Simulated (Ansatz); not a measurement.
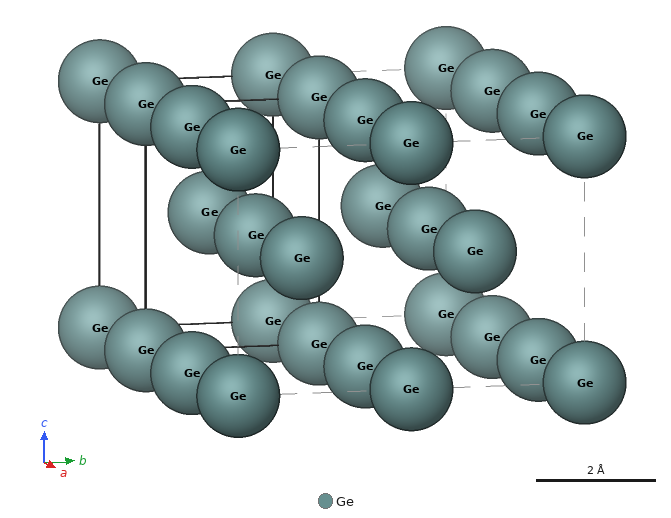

An orthographic spheres-only view of the structure, slightly off an axis. The picture spans 3×2×1 cells, one conventional unit cell being drawn with solid lines.

Notes on the structure:

- The element is germanium.
- The atoms follow space group Immm (No. 71); the Bravais lattice is body-centred orthorhombic.
- The cell holds two atoms.

The cell started as a structure listed in the Materials Project. The cell was then strained or its atoms displaced on purpose. An electronic-structure calculation with Ansatz was run on it.
